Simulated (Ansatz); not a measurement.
System: GaN, space group F-43m, 2 atoms in the cell.

```xyz
2
Lattice="0.0000 2.2742 2.2742 2.2742 0.0000 2.2742 2.2742 2.2742 0.0000" Properties=species:S:1:pos:R:3 pbc="T T T"
Ga    0.0000    0.0000    0.0000
N     3.4114    3.4114    3.4114
```

Level of theory: DFT PBE, scalar-relativistic, plane waves, PAW, no spin polarisation, 10×10×10 k mesh, 420 eV cutoff; code Ansatz 0.2.0.

What will the density of states look like?

There is a gap; over the k points computed it is 1.54 eV. By projected weight, the top eV of the valence band is N 2p (90 %).

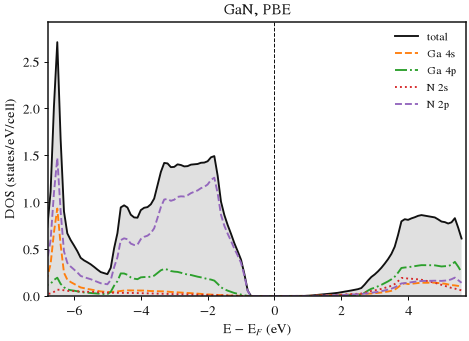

Density of states. Energies are counted from the Fermi level. The partial curves are projected on Löwdin-orthogonalised atomic shells.
